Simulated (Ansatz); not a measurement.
# Geometry relaxation of SnO₂

- system: SnO₂ (P4₂/mnm, 12 atoms in the cell)
- method: DFT r2SCAN, scalar-relativistic, plane waves, PAW, no spin polarisation (Ansatz 0.2.0)

The structure derives from a Materials Project entry. It belongs to a series of runs on one base structure; here: 0 of 4 Sn sites taken by Ti, cell and atoms relaxed.

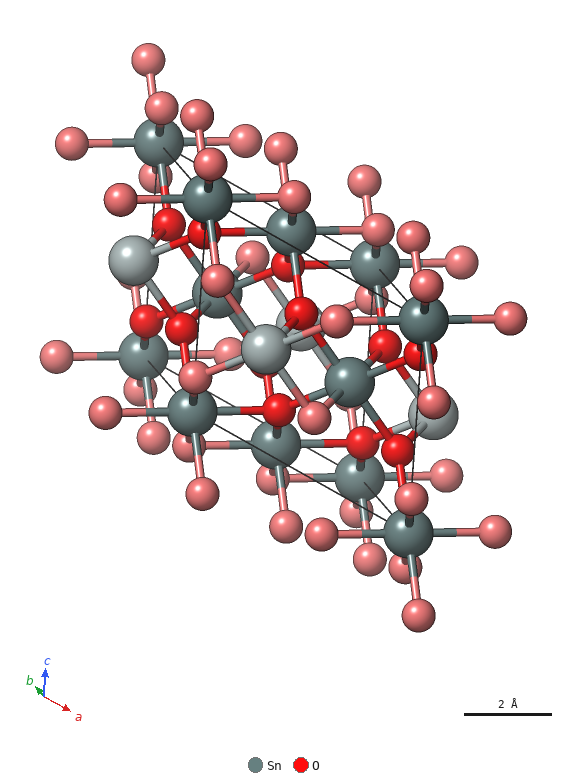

Figure 1. The starting structure (ball-and-stick view of the cell of the calculation, seen slightly off an axis; neighbours outside the cell are drawn fainter). An atom can appear more than once, as a periodic image. Near neighbours in the periodic cell (some may lie outside the picture): Sn has 6 O at 2.06 to 2.07 Å; O has 3 Sn at 2.06 to 2.07 Å.

Summary

| quantity | value |
| --- | --- |
| outcome | converged |
| space group (tolerance 0.01 Å) | P4₂/mnm (136) |
| electrons treated | 104 |
| free energy | −28704.8560 eV |
| Fermi energy | 9.768 eV |
| gap on the k-point mesh | 1.77 eV |
| pressure | 0.03 GPa |
| final volume | 145.02 Å³ |
| largest force (length of the vector) at the end | 0.004 eV/Å |
| final cell | a = 5.736 Å, b = 5.736 Å, c = 5.736 Å, α = 108.15°, β = 108.15°, γ = 112.15° |
| hardware | 2 threads of Intel Xeon (Sapphire Rapids), 32 GiB of memory available, shared host |
| wall time | 24 s (CPU time 47 s) |
| peak memory | 1 GiB |

The input
```yaml
crystal:
  lattice:
    - [0.0, 4.7592005649, -3.2012699643]
    - [0.0, -4.7592005649, -3.2012699643]
    - [-4.7592005649, 0.0, 3.2012699643]
  atoms:
    - { symbol: Sn, position: [0.25, 0.75, 0.5] }
    - { symbol: Sn, position: [0.75, 0.25, 0.5] }
    - { symbol: Sn, position: [0.0, 0.0, 0.0] }
    - { symbol: Sn, position: [0.5, 0.5, 0.0] }
    - { symbol: O, position: [0.5559383585, 0.75, 0.8059383585] }
    - { symbol: O, position: [0.0559383585, 0.25, 0.8059383585] }
    - { symbol: O, position: [0.9440616415, 0.75, 0.1940616415] }
    - { symbol: O, position: [0.4440616415, 0.25, 0.1940616415] }
    - { symbol: O, position: [0.5, 0.1940616415, 0.6940616415] }
    - { symbol: O, position: [0.0, 0.6940616415, 0.6940616415] }
    - { symbol: O, position: [0.5, 0.8059383585, 0.3059383585] }
    - { symbol: O, position: [0.0, 0.3059383585, 0.3059383585] }
basis:
  ecutwfc: 500
kpoints:
  mp_grid: { grid: [6, 6, 6] }
hamiltonian:
  xc: r2scan
scf:
  occupations: { method: gaussian, width: 0.02 }
output:
  forces: true
  stress: true
  eigenvalues: true
relax:
  adjacent_minimum: "off"
  f_tol: 0.015
  max_steps: 60
  cell: { stress_tol: 0.15 }
```

Launch command:
```bash
ansatz run input.yaml --threads 2 --pin off --max-ram 5120MiB --backend cpu --events-out ev --progress --plain --runs-dir out
```

Log
```
Engine: ansatz 0.2.0, x86_64-unknown-linux-gnu
Pseudopotentials: kind: paw
Pseudopotential: Sn, paw, valence charge 14, recommended cutoff 500 eV (meta_gga), Sn.paw.azcp
Pseudopotential: O, paw, valence charge 6, recommended cutoff 500 eV (meta_gga), O.paw.azcp
Functional definition: r2SCAN
  parameter k0 = 0.174
  parameter k1 = 0.065
  parameter a1 = 4.9479
  exchange = r2scan_x(k0 = k0, k1 = k1, a1 = a1)
  correlation = r2scan_c
Crystal: 12 atoms, lattice volume = 145.017 Å³
Basis set: ecut = 500 eV, 3699 PW (Γ), exchange–correlation on 180×180×180 points (64 copies of the dense FFT grid, shifted against one another)
Bands: 64, of which v1, the nominal top of the filled ones, is band 52 counted from 1 (51 counted from 0)
Symmetry: 32 space group operations
Space group: P42/mnm (ITA 136), of the structure as read, at distance tolerance 5.3e-5 Å
k-points: 30 of 216
Non-local potential: Sn, projectors of the file, l = 0: 2, l = 1: 2, l = 2: 2, l = 3: 2
Non-local potential: O, projectors of the file, l = 0: 2, l = 1: 2, l = 2: 1
PAW form: soft (Blöchl's): semilocal exchange-correlation on the pseudo side does not see the compensation charge
PAW frozen core: Sn, regenerated for the run's functional (the file was generated under x = pbe(κ = 0.804, μ = 0.2195149727645171), c = pbe(β = 0.06672455060314922))
PAW frozen core: O, regenerated for the run's functional (the file was generated under x = pbe(κ = 0.804, μ = 0.2195149727645171), c = pbe(β = 0.06672455060314922))
PAW one-centre angular grid: Sn, 590 points (default); XC on 249 of its mesh's 2787 points in the sphere
PAW one-centre angular grid: O, 302 points (default); XC on 160 Gauss nodes
Initial density: superposition of atomic densities (neutral atoms: chi_scale 0, normalization atom), corrected by the library's trained network
Initial wavefunctions: pseudopotential atomic-orbital guess
Functional: x = r2scan, c = r2scan; τ floored in thin density (d = 2e-4 eV/Å³)
SCF iter   1: F=—  HF=-28704.651155 eV  |F-HF|=—  |Δ(HF+E_count)|=         —  Δρ=1.02e-2  dr2=1.09e-1  dr2_τ=5.36e-1  ethr=1.77e-3  ⟨swp⟩=6.1  Hψ=7555  notcnv=0  defer=24
preconditioner: auto → Resta (q_TF=auto, 2.581 Å⁻¹)  ε∞=3.3  [insulator: Δε(μ)=1.818 eV  Ē_g=20.811 eV  σ=0.020 eV  W_gap=1.00  n_scr=42 (ndim 8)  ℏωp=31.4 eV  f_vac=0.029  D(μ)=0.00/eV (n_scr^D=0)  ε∞_Penn≈3.3]
SCF iter   2: F=—  HF=-28704.857839 eV  |F-HF|=—  |Δ(HF+E_count)|=   2.07e-1  Δρ=6.12e-3  dr2=3.05e-2  dr2_τ=1.87e-3  ethr=1.05e-4  ⟨swp⟩=2.8  Hψ=3460  notcnv=0  defer=185
SCF iter   3: F=—  HF=-28704.855647 eV  |F-HF|=—  |Δ(HF+E_count)|=   2.19e-3  Δρ=7.04e-4  dr2=6.56e-4  dr2_τ=1.74e-4  ethr=2.93e-5  ⟨swp⟩=2.0  Hψ=1910  notcnv=0  defer=185
SCF iter   4: F=—  HF=-28704.855937 eV  |F-HF|=—  |Δ(HF+E_count)|=   2.89e-4  Δρ=2.99e-4  dr2=9.42e-5  dr2_τ=1.00e-5  ethr=6.31e-7  ⟨swp⟩=2.2  Hψ=2688  notcnv=0  defer=185
SCF iter   5: F=—  HF=-28704.856028 eV  |F-HF|=—  |Δ(HF+E_count)|=   9.14e-5  Δρ=1.40e-4  dr2=3.12e-5  dr2_τ=2.16e-6  ethr=9.06e-8  ⟨swp⟩=2.0  Hψ=2671  notcnv=0  defer=185
SCF iter   6: F=—  HF=-28704.856022 eV  |F-HF|=—  |Δ(HF+E_count)|=   6.34e-6  Δρ=7.55e-5  dr2=8.55e-6  dr2_τ=2.32e-7  ethr=3.00e-8  ⟨swp⟩=2.0  Hψ=3072  notcnv=0  defer=185
SCF iter   7: F=—  HF=-28704.856020 eV  |F-HF|=—  |Δ(HF+E_count)|=   2.13e-6  Δρ=1.89e-5  dr2=4.94e-7  dr2_τ=1.89e-8  ethr=8.22e-9  ⟨swp⟩=2.0  Hψ=2410  notcnv=0  defer=185
SCF iter   8: F=-28704.856019 eV  HF=-28704.856019 eV  |F-HF|=2.53e-9  |Δ(HF+E_count)|=   1.18e-7  Δρ=2.11e-6  dr2=5.02e-9  dr2_τ=2.13e-10  ethr=9.62e-11  ⟨swp⟩=12.7  Hψ=9280  notcnv=0
SCF 1 converged in 8 iterations: F = -28704.856019 eV  dr2 = 5.02e-9
  greatest PAW one-centre occupation: 0.996 electrons in one spin orbital (limit 2), on the Sn atom at site 3 (counted from 0), in its partial waves of l = 2
relax step   1: F+E_penalty+E_count = -28704.85601947 eV  Δ(F+E_penalty+E_count) = +0.000e0 eV  max|allowed force component| = 2.812e-3 eV/Å  Δτ_max = 0.0000 Å  P = +0.027 GPa  Ω = 145.017 Å³  (8 SCF iters, dr2 threshold 1.00e-7 eV, accepted)
Initial density: handed on by an earlier stage of this run
Initial wavefunctions: pseudopotential atomic-orbital guess (no wavefunctions were taken with the density)
iter 1 solved again at ethr=9.81e-8 eV; its pass at ethr=3.10e-3 eV (dr2=1.02e-4 eV) is discarded
SCF iter   1: F=—  HF=-28704.855934 eV  |F-HF|=—  |Δ(HF+E_count)|=         —  Δρ=1.31e-6  dr2=2.13e-9  dr2_τ=1.26e-10  ethr=9.81e-8  ⟨swp⟩=4.1  Hψ=13559  notcnv=0
eigensolver tolerance schedule: the retry pair's looser diagonalisation over-reported the residual by 47833.78 of it (diagonalisation noise at an unbounded share of the residual, at the tolerance the schedule requests for it); recorded, not acted on — ethr = c·dr2/N_el stays at c = 1.0e-1
preconditioner: auto → Resta (q_TF=auto, 2.581 Å⁻¹)  ε∞=3.3  [insulator: Δε(μ)=1.769 eV  Ē_g=20.780 eV  σ=0.020 eV  W_gap=1.00  n_scr=42 (ndim 8)  ℏωp=31.4 eV  f_vac=0.030  D(μ)=0.00/eV (n_scr^D=0)  ε∞_Penn≈3.3]
SCF iter   2: F=—  HF=-28704.856019 eV  |F-HF|=—  |Δ(HF+E_count)|=   8.51e-5  Δρ=1.33e-6  dr2=2.14e-9  dr2_τ=1.91e-10  ethr=2.05e-12  ⟨swp⟩=4.1  Hψ=5406  notcnv=0
SCF iter   3: F=-28704.856019 eV  HF=-28704.856019 eV  |F-HF|=6.91e-11  |Δ(HF+E_count)|=  2.51e-10  Δρ=4.69e-7  dr2=3.09e-10  dr2_τ=5.41e-11  ethr=1.04e-12  ⟨swp⟩=5.3  Hψ=7851  notcnv=0
SCF 2 converged in 3 iterations: F = -28704.856019 eV  dr2 = 3.09e-10
  greatest PAW one-centre occupation: 0.996 electrons in one spin orbital (limit 2), on the Sn atom at site 1 (counted from 0), in its partial waves of l = 2
relax step   2: F+E_penalty+E_count = -28704.85601948 eV  Δ(F+E_penalty+E_count) = -2.154e-9 eV  max|allowed force component| = 2.809e-3 eV/Å  Δτ_max = 0.0000 Å  P = +0.027 GPa  Ω = 145.017 Å³  stress off target by 4.66e-2 GPa  SCF on the basis re-selected at this cell (its energy is not comparable with the rows above)  (3 SCF iters)
```

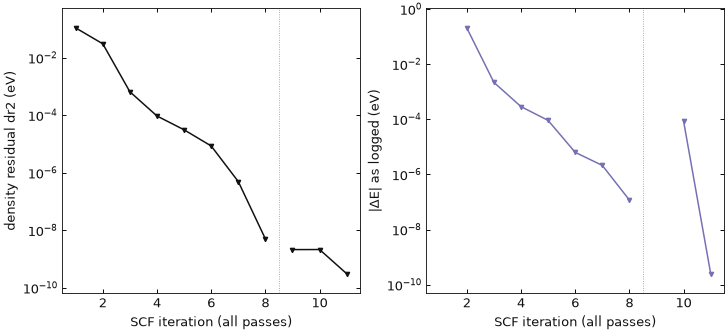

Figure 2. Convergence of the self-consistent field: density residual dr2 and size of the energy change against the SCF iteration. The dotted lines part the SCF passes of the relaxation: geometry steps, rejected trials and re-solves on a re-selected basis. The passes take 8 and 3 iterations.

```
basis re-selected at this cell: Δ(F+E_penalty+E_count) = -2.154e-9 eV, ΔP = +0.000 GPa vs the last step (what re-selecting the basis moved, of the pressure what is left beyond the Pulay correction that the steps carried, after the strain that the cell walked since its last selection, with what the two solves' SCF thresholds leave and, on support functions, any second-order correction that the steps lacked; it is no measure of the basis error at this ecutwfc). This SCF's stress stands 4.66e-2 GPa from its target on what of the cell is left free (relax.cell.stress_tol is 1.50e-1 GPa) and its largest allowed force component is 2.81e-3 eV/Å (relax.f_tol is 1.50e-2 eV/Å): within both
SCF converged after 3 iterations
Free energy (F): -28704.856019 eV
Harris-Foulkes:  -28704.856019 eV  (|F-HF|=6.91e-11)
Internal energy: -28704.856019 eV  (E = F + TS)
E sigma→0 (E₀):  -28704.856019 eV
Fermi energy:    9.767903 eV
--- Per-component energies (eV) ---
  E_band       = -329.610005
  E_kinetic    = 2171.528166
  E_local      = -5770.121355  (includes V_loc(G=0)·N_el)
  E_nonlocal   = 263.086231
  E_hartree    = 3003.813662
  E_xc         = -2071.634581
  E_vxc        = -1245.374424  (∫ρ·V_xc dr)
  E_paw        = -17972.594057  (= ΣΔE_a)
  E_vpaw       = -1834.958053  (= ΣTr[D̂ρ^β])
  E_aug_tail   = 0.007811  (compensation charges beyond the density's cutoff)
  E_vtau       = 78.593398  (kinetic-family band-sum trace: ∫τ·v_τ [+ j·A + Jᵃ·Aᵃ] dr)
  E_ewald      = -8331.627648
  E_core_change = 2.685752  (= ΣΔE_core)
  E_smearing   = -0.000000  (= −TS)
  E_closure    = 0.000000  (closes the sum)
  Σ components = -28704.856019   (vs F -28704.856019, Δ=0.00e0)
--- Forces (eV/Å), atoms counted from 1 ---
  atom   1  Sn     0.00000000     0.00000000     0.00000000
  atom   2  Sn     0.00000000     0.00000000     0.00000000
  atom   3  Sn     0.00000000    -0.00000000     0.00000000
  atom   4  Sn     0.00000000    -0.00000000     0.00000000
  atom   5  O      0.00280852    -0.00280852     0.00000000
  atom   6  O      0.00280852    -0.00280852    -0.00000000
  atom   7  O     -0.00280852     0.00280852    -0.00000000
  atom   8  O     -0.00280852     0.00280852     0.00000000
  atom   9  O     -0.00280852    -0.00280852    -0.00000000
  atom  10  O     -0.00280852    -0.00280852    -0.00000000
  atom  11  O      0.00280852     0.00280852     0.00000000
  atom  12  O      0.00280852     0.00280852    -0.00000000
  max |Σ_I F_I| component: 5.20e-18 eV/Å
--- Stress (GPa, compression-positive) ---
        0.046587       0.000000      -0.000000
        0.000000       0.046587       0.000000
        0.000000       0.000000      -0.011247
  P = ⅓ Tr σ = 0.0273 GPa (0.273 kbar)
--- Band table (eV; the first three rows and the last of 30) ---
  k-point 0: bands = ["-12.8752", "-12.6063", "-12.6063", "-12.0908", "-12.0908", "-11.9899", "-11.6980", "-11.6804", "-11.6804", "-11.6271", "-11.5559", "-11.5457", "-11.5457", "-11.4889", "-11.4889", "-11.4720", "-11.4493", "-11.4493", "-11.4388", "-11.4388", "-10.8075", "-9.1416", "-9.1416", "-8.9706", "-8.9706", "-7.6329", "-7.6329", "-7.1822", "0.8373", "1.0352", "1.0352", "3.9207", "3.9207", "4.8670", "4.8670", "4.9852", "5.7607", "6.3788", "6.3788", "6.5436", "6.5436", "6.9250", "7.0065", "7.6793", "7.6793", "7.9341", "7.9341", "8.0348", "8.0348", "8.1164", "8.1164", "8.8833", "10.6525", "14.3972", "14.3972", "15.6999", "15.9311", "15.9311", "18.5339", "18.5339", "20.0209", "20.3361", "20.7770", "20.7770"]
  k-point 1: bands = ["-12.8284", "-12.6727", "-12.6727", "-12.0433", "-11.9796", "-11.9796", "-11.6994", "-11.6785", "-11.6784", "-11.6730", "-11.5496", "-11.5484", "-11.5484", "-11.4885", "-11.4885", "-11.4767", "-11.4466", "-11.4466", "-11.4412", "-11.4411", "-10.7328", "-9.3013", "-9.1227", "-9.1227", "-8.9555", "-7.5312", "-7.5312", "-7.2628", "1.0194", "1.2129", "1.2129", "3.9884", "3.9884", "4.3935", "5.0015", "5.0914", "5.4288", "5.4288", "5.9270", "6.7478", "7.1719", "7.2781", "7.2781", "7.6129", "7.6872", "7.7061", "7.8571", "7.8571", "7.9624", "7.9624", "8.1354", "8.7483", "11.3142", "14.6883", "14.6883", "15.4476", "16.0488", "16.1889", "18.4920", "18.4920", "20.3066", "20.6064", "20.6664", "20.6664"]
  k-point 2: bands = ["-12.7656", "-12.7656", "-12.6918", "-12.2317", "-11.7885", "-11.7885", "-11.7114", "-11.7040", "-11.6744", "-11.6742", "-11.5506", "-11.5506", "-11.5328", "-11.4905", "-11.4879", "-11.4879", "-11.4460", "-11.4458", "-11.4412", "-11.4412", "-10.5019", "-9.6873", "-9.3968", "-9.3968", "-8.5062", "-7.5321", "-7.3698", "-7.3698", "1.5590", "1.6952", "1.6952", "3.4204", "3.8401", "3.8401", "4.7463", "4.7463", "5.3818", "5.3925", "6.3296", "6.3730", "6.7480", "7.2626", "7.3306", "7.3306", "7.7071", "7.7322", "7.8354", "7.8354", "8.0437", "8.0437", "8.1849", "8.4555", "12.5872", "14.8674", "15.4388", "15.4388", "16.3913", "16.5657", "18.1494", "18.1494", "20.6925", "20.7200", "20.7200", "21.1130"]
  k-point 29: bands = ["-12.5949", "-12.5949", "-12.5908", "-12.5908", "-12.0743", "-12.0743", "-11.6828", "-11.6828", "-11.6767", "-11.6767", "-11.5433", "-11.5433", "-11.5067", "-11.5067", "-11.4948", "-11.4948", "-11.4560", "-11.4560", "-11.4377", "-11.4377", "-9.2543", "-9.2543", "-9.1350", "-9.1350", "-8.9479", "-8.9479", "-7.5603", "-7.5603", "1.8250", "1.8250", "3.4503", "3.4503", "4.7105", "4.7105", "5.0376", "5.0376", "5.1738", "5.1738", "5.9249", "5.9249", "6.3110", "6.3110", "6.9340", "6.9340", "7.2218", "7.2218", "7.6009", "7.6009", "7.6214", "7.6214", "7.9666", "7.9666", "14.3154", "14.3154", "15.7408", "15.7408", "17.0956", "17.0956", "19.4177", "19.4177", "20.4276", "20.4276", "20.7919", "20.7919"]
--- Relaxed structure (1 steps of the walk, 1 accepted, 1 SCFs on fresh bases) ---
  F+E_penalty+E_count = -28704.85601948 eV   max|allowed force component| = 2.809e-3 eV/Å   (the final SCF, on the basis selected at the relaxed cell)
  cell:  # Å, volume = 145.0175 Å³
    - [0.0, 4.7592005649, -3.2012699643]
    - [0.0, -4.7592005649, -3.2012699643]
    - [-4.7592005649, 0.0, 3.2012699643]
  atoms:
    - { symbol: Sn, position: [0.25, 0.75, 0.5] }
    - { symbol: Sn, position: [0.75, 0.25, 0.5] }
    - { symbol: Sn, position: [0.0, -0.0, 0.0] }
    - { symbol: Sn, position: [0.5, 0.5, 0.0] }
    - { symbol: O, position: [0.5559383585, 0.75, 0.8059383585] }
    - { symbol: O, position: [0.05593835849999998, 0.25, 0.8059383585] }
    - { symbol: O, position: [0.9440616415, 0.75, 0.19406164150000002] }
    - { symbol: O, position: [0.44406164150000005, 0.25000000000000006, 0.19406164150000002] }
    - { symbol: O, position: [0.5000000000000001, 0.19406164150000008, 0.6940616415000002] }
    - { symbol: O, position: [0.0, 0.6940616415000002, 0.6940616415000002] }
    - { symbol: O, position: [0.5, 0.8059383585, 0.3059383585] }
    - { symbol: O, position: [0.0, 0.3059383585, 0.3059383585] }
```

Trajectory as extended XYZ (Å, eV, eV/Å), 2 frames, from step=1 to step=2
```
12
Lattice="0.0000 4.7592 -3.2013 0.0000 -4.7592 -3.2013 -4.7592 0.0000 3.2013" Properties=species:S:1:pos:R:3:forces:R:3 step=1 energy=-28704.85602 pressure_GPa=0.03
Sn   -2.3796   -2.3796   -1.6006    0.0000   0.0000   0.0000
Sn   -2.3796    2.3796   -1.6006    0.0000   0.0000   0.0000
Sn    0.0000    0.0000    0.0000    0.0000   0.0000   0.0000
Sn    0.0000    0.0000   -3.2013    0.0000   0.0000   0.0000
O    -3.8356   -0.9236   -1.6006    0.0028  -0.0028   0.0000
O    -3.8356   -0.9236    1.6006    0.0028  -0.0028   0.0000
O    -0.9236    0.9236   -4.8019   -0.0028   0.0028   0.0000
O    -0.9236    0.9236   -1.6006   -0.0028   0.0028   0.0000
O    -3.3032    1.4560    0.0000   -0.0028  -0.0028   0.0000
O    -3.3032   -3.3032    0.0000   -0.0028  -0.0028   0.0000
O    -1.4560   -1.4560   -3.2013    0.0028   0.0028   0.0000
O    -1.4560   -1.4560    0.0000    0.0028   0.0028   0.0000
12
Lattice="0.0000 4.7592 -3.2013 0.0000 -4.7592 -3.2013 -4.7592 0.0000 3.2013" Properties=species:S:1:pos:R:3:forces:R:3 step=2 energy=-28704.85602 pressure_GPa=0.03
Sn   -2.3796   -2.3796   -1.6006    0.0000   0.0000   0.0000
Sn   -2.3796    2.3796   -1.6006    0.0000   0.0000   0.0000
Sn    0.0000    0.0000    0.0000    0.0000   0.0000   0.0000
Sn    0.0000    0.0000   -3.2013    0.0000   0.0000   0.0000
O    -3.8356   -0.9236   -1.6006    0.0028  -0.0028   0.0000
O    -3.8356   -0.9236    1.6006    0.0028  -0.0028   0.0000
O    -0.9236    0.9236   -4.8019   -0.0028   0.0028   0.0000
O    -0.9236    0.9236   -1.6006   -0.0028   0.0028   0.0000
O    -3.3032    1.4560    0.0000   -0.0028  -0.0028   0.0000
O    -3.3032   -3.3032    0.0000   -0.0028  -0.0028   0.0000
O    -1.4560   -1.4560   -3.2013    0.0028   0.0028   0.0000
O    -1.4560   -1.4560    0.0000    0.0028   0.0028   0.0000
```

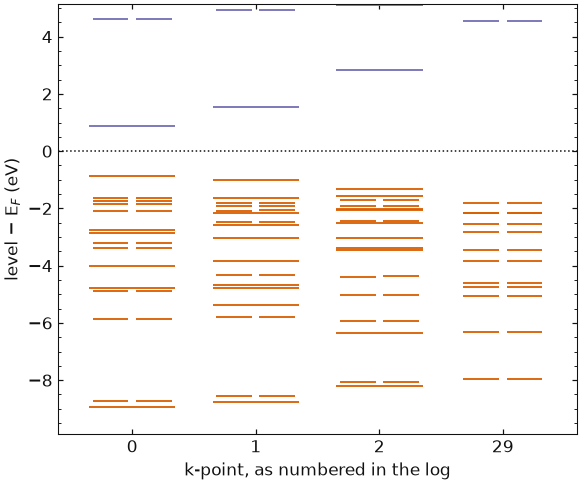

Figure 3. Kohn–Sham levels near the Fermi level (dotted) at the few k-points that the log prints; levels within 0.02 eV of each other stand side by side. Among these points the highest filled and lowest empty levels are 1.77 eV apart, which is the gap on the mesh.
